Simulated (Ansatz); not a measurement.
# Transmission past a defect: Pt wire along [111], 6 atoms a period, F placed on top of one Pt, part 2 of 4

Wanted: the relaxed defect and the transmission past it, beside the channels of the perfect wire.

Ansatz 0.2.0; DFT PBE, plane waves, PAW; relaxation of a wire's period (the session's first sound run).

So far: Set-up; The relaxed wire.

## 2. The relaxed wire (continued)

Site moment by atom:

```csv
atom,site moment (μB)
Pt1,0.390
Pt2,0.332
Pt3,0.348
Pt4,0.402
Pt5,0.348
Pt6,0.402
```

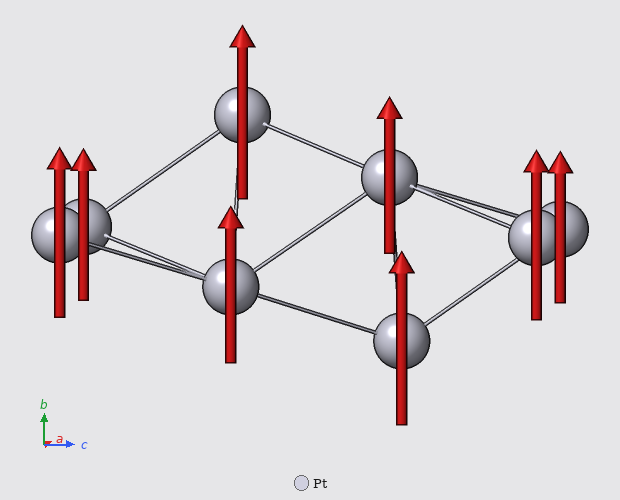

Site moment as arrows, the longest 0.402 μB. Up and down stand for the sign. Arrows give size and sign along the axis of quantisation, drawn up and down the page. Some periodic images of atoms are drawn too.

The cell's length comes to 6.338 Å with an absolute moment of 2.88 μB a cell.

## 3. The wire at its relaxed period

This step: DFT PBE, plane waves, PAW; channels and complex bands of a perfect wire (Ansatz 0.2.0).

At the relaxed period the Bloch states of the perfect wire are found at each energy: those that move forward count the open channels, and those that decay describe how a disturbance dies away inside the wire itself. An energy step of 0.035 eV is under the 0.039 eV that the program asks for its thermal average at 300 K.

Contents of input.yaml:

```yaml
crystal:
  lattice:
    - [9.607, 0.0, 0.0]
    - [0.0, 10.041, 0.0]
    - [0.0, 0.0, 6.3383063388]
  atoms:
    - { symbol: Pt, position: [0.370412987, 0.500024471, 0.0], spin: 0.39 }
    - { symbol: Pt, position: [0.635697479, 0.500024471, 0.0], spin: 0.33 }
    - { symbol: Pt, position: [0.505217304, 0.427635041, 0.333512775], spin: 0.35 }
    - { symbol: Pt, position: [0.637863389, 0.648013095, 0.333004019], spin: 0.4 }
    - { symbol: Pt, position: [0.505217304, 0.572413901, 0.666487225], spin: 0.35 }
    - { symbol: Pt, position: [0.637863389, 0.352035847, 0.666995981], spin: 0.4 }
magnetization:
  spin_polarized: true
kpoints:
  mp_grid: { grid: [1, 1, 13] }
scf:
  occupations: { method: fermi_dirac, width: 0.05 }
hamiltonian:
  xc: pbe
output:
  transmission:
    e_range: [-1.26, 1.26]
    de: 0.035
    kmesh: [1, 1]
    reduced_basis: true
    leads: [[0, 0]]
basis:
  ecutwfc: "350 eV"
```

Command:

```bash
> ansatz run input.yaml --threads 8 --pin off --max-ram 16384MiB --backend cpu --events-out ev --progress --plain --runs-dir out
```

Numbers of over 12 decimals in the logs are rounded to 6 here.

Output:

```text
Warning: basis.ecutwfc = 350 eV is below the records' recommended 420 eV, and the density's cutoff is lower with it unless basis.ecutrho_ratio is high enough to keep the records' density cutoff: compare with a run at a higher cutoff
[...]
Crystal: 6 atoms, lattice volume = 611.418 Å³
Basis set: ecut = 350 eV, 9109 PW (Γ)
Bands: 67, of which v1, the nominal top of the filled ones, is band 54 counted from 1 (53 counted from 0)
Symmetry: 2 space group operations
[...]
k-points: 7 of 13
[...]
Starting moments: Σ|m| = 2.22 μB on 6 of 6 sites
[...]
SCF iter   1: F=—  HF=-75127.483630 eV  |F-HF|=—  |Δ(HF+E_count)|=         —  Δρ=1.61e-2 (↑1.58e-2 ↓1.61e-2)  dr2=6.14e0  dr2_m=1.10e-1  M=0.916 μB ∫|m|=0.936 μB  β_m=0.30  ethr=3.10e-3  ⟨swp⟩=6.9  Hψ=3760  notcnv=0  defer=9
[...]
SCF iter  14: F=-75126.428330 eV  HF=-75126.428330 eV  |F-HF|=6.20e-9  |Δ(HF+E_count)|=  7.57e-10  Δρ=5.91e-7 (↑5.91e-7 ↓3.16e-7)  dr2=8.34e-9  dr2_m=5.19e-10  M=2.752 μB ∫|m|=2.883 μB  ethr=1.10e-11  ⟨swp⟩=11.5  Hψ=3211  notcnv=0
SCF 1 converged in 14 iterations: F = -75126.428330 eV  dr2 = 8.34e-9
[...]
transmission: 16 of 96 steps passed
transmission: 24 of 96 steps passed
[...]
transmission: 96 of 96 steps passed
SCF converged after 14 iterations
Magnetization: 2.7519 μB (55.3759 up, 52.6241 down)
Absolute magnetization: 2.8832 μB (∫|ρ↑−ρ↓|, with the PAW one-centre terms)
[...]
Per-site moments (μB) at R_I (Å): [(0.389980, 1.051293), (0.332528, 1.051293), (0.348065, 1.053329), (0.402259, 1.053329), (0.348065, 1.053329), (0.402259, 1.053329)]
Free energy (F): -75126.428330 eV
[...]
Internal energy: -75126.326419 eV  (E = F + TS)
E sigma→0 (E₀):  -75126.377375 eV
Entropy (-TS):   -0.101911 eV (-16.985 meV/atom)
Fermi energy:    -0.931384 eV
[...]
--- Band table (eV; the first three rows and the last of 14) ---
  k-point 0 ↑: bands = [... 50 lower, -1.4923, -1.4895, -1.2170, -1.2163, -1.0236, -0.9263, -0.9121, 0.3209, ... 9 higher]
  k-point 1 ↑: bands = [... 50 lower, -1.5376, -1.4599, -1.2144, -1.1916, -1.0262, -0.9081, -0.8943, -0.0787, ... 9 higher]
  k-point 2 ↑: bands = [... 50 lower, -1.5345, -1.4374, -1.2110, -1.1323, -1.0350, -0.8684, -0.8218, -0.3471, ... 9 higher]
  k-point 6 ↓: bands = [... 50 lower, -1.1868, -1.1331, -1.1168, -0.5644, -0.5229, -0.4227, 0.3597, 0.4099, ... 9 higher]
--- Transmission ---
  basis      : 707 plane waves across, 8 finite elements along
  points     : 1, standing for a mesh of 1 x 1
  filling    : by the input's occupations and mesh, since the crystals that have channels conduct as metals do. If one of these is a semiconductor, that mesh has misplaced its level
  energies   : 73 from -1.260000 to 1.260000 eV about the Fermi level, 0.035000 eV apart; the leads are filled to 0.000000 eV, and channels, transmission and decay are at 0.000000 eV
  crystal 0  : Pt6, at the sites [0, 0], period 6.3383 Å: whole cells are its period
    offset         : up to 0.0000 Å between an atom of the period and one for which it stands
    filled         : 1.3 meV over the level at which it is neutral
    channels       : 1.000000e0 up, 1.000000e0 down
    conductance    : 1.2132e14 S/m² at 300 K; may be off by some 0.4 % by where its bands' edges are placed, 0.8 % from the distance to neutral
```

Elapsed: 2.1 min, on 8 threads of Arm Neoverse V1, shared host; peak memory 2.1 GiB; 14 min of CPU time.

Reading the cycles: dr2 is the Hartree energy of the density residual (eV), the measure of convergence; HF is the Harris–Foulkes estimate of the energy, which meets the free energy F at convergence.

Numbers from this step:

```yaml
energy_at_zero_smearing: -75126.3774 eV
total_moment: 2.752 μB
channels_at_the_energy_nearest_the_fermi_level_spin_up: 1
channels_at_the_energy_nearest_the_fermi_level_spin_down: 1
conductance_of_the_lead_as_this_run_defines_it: 1.510 G₀
band_gap: 0 eV
```

Open channels of the lead against energy, zero at the Fermi level:

```csv
energy (eV),spin up,spin down
-1.2600,2,2
-1.0150,1,2
-0.7350,2,3
-0.4900,2,3
-0.2450,1,1
0.0000,1,1
0.2450,1,1
0.4900,1,2
0.7350,3,1
1.0150,3,3
1.2600,2,3
```

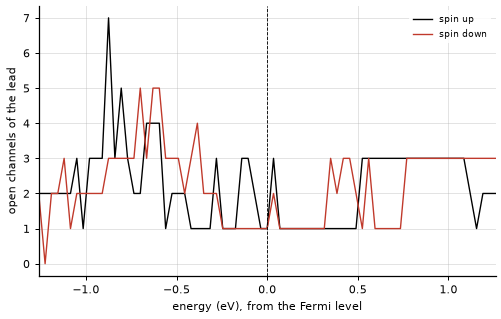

Open channels of the lead against energy.

Spin up; the slowest values at each energy, most degenerate partners merged, listed up to 1.5 1/Å. Table of Im kz of the slowest decaying states by energy, zero at the Fermi level:

```csv
energy (eV),decay 1 (Å⁻¹),decay 2 (Å⁻¹),decay 3 (Å⁻¹),decay 4 (Å⁻¹)
-1.2600,0.120,0.207,0.281,0.319
-1.0150,5.9e-4,0.109,0.253,0.381
-0.7350,0.0345,0.0551,0.0804,0.313
-0.4900,0.101,0.113,0.180,0.305
-0.2450,0.103,0.117,0.235,0.394
0.0000,0.0400,0.0766,0.244,0.291
0.2450,0.0955,0.420,0.447,0.553
0.4900,0.0301,0.484,0.511,0.643
0.7350,0.447,0.640,0.692,0.756
1.0150,0.447,0.716,0.720,0.743
1.2600,0.0754,0.457,0.759,0.780
```

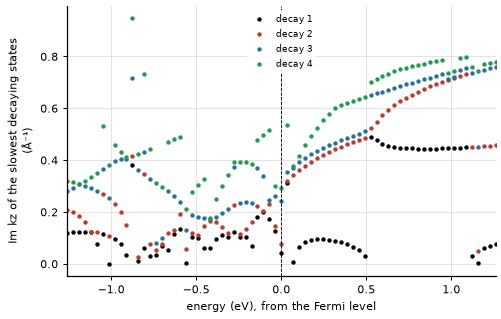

Im kz of the slowest decaying states against energy.

Spin down; the slowest values at each energy, most degenerate partners merged, listed up to 1.5 1/Å. The Im kz of the slowest decaying states by energy, zero at the Fermi level:

```csv
energy (eV),decay 1 (Å⁻¹),decay 2 (Å⁻¹),decay 3 (Å⁻¹),decay 4 (Å⁻¹)
-1.2600,0.0567,0.203,0.257,0.32
-1.0150,0.115,0.116,0.261,0.307
-0.7350,0.0692,0.208,0.319,0.522
-0.4900,0.114,0.115,0.345,0.38
-0.2450,0.113,0.130,0.141,0.227
0.0000,0.0923,0.169,0.293,0.436
0.2450,0.133,0.145,0.349,0.557
0.4900,0.156,0.189,0.236,0.579
0.7350,0.00583,0.419,0.460,0.513
1.0150,0.492,0.580,0.642,0.661
1.2600,0.521,0.627,0.713,0.729
```

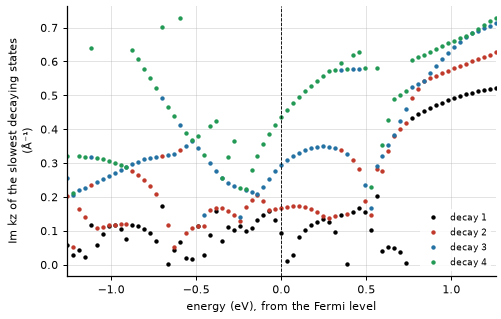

Im kz of the slowest decaying states against energy.

By hand: the program gives 1.2132 × 10^14 S/m² over the cell's cross-section of 96.46 Å² = 9.646 × 10^-19 m², so one cell conducts 1.170 × 10^-4 S. Divided by G0 = 2e²/h = 7.748 × 10^-5 S this is 1.51 G0, a resistance of 8.54 kΩ.

At the computed energy nearest the Fermi level there are 1 spin-up and 1 spin-down channels, and the thermal average gives 1.51 G₀.

[end of part 2 of 4]

[Logs are printed without paths, hosts, clocks, repeated set-up lines and the standing remarks that a program may print on its own settings, such as how far it seeks lower states.]

[Hosts, paths, dates, database ids (printed as entryN), source tags and the programs' standing remarks are cut or masked in the printed files.]
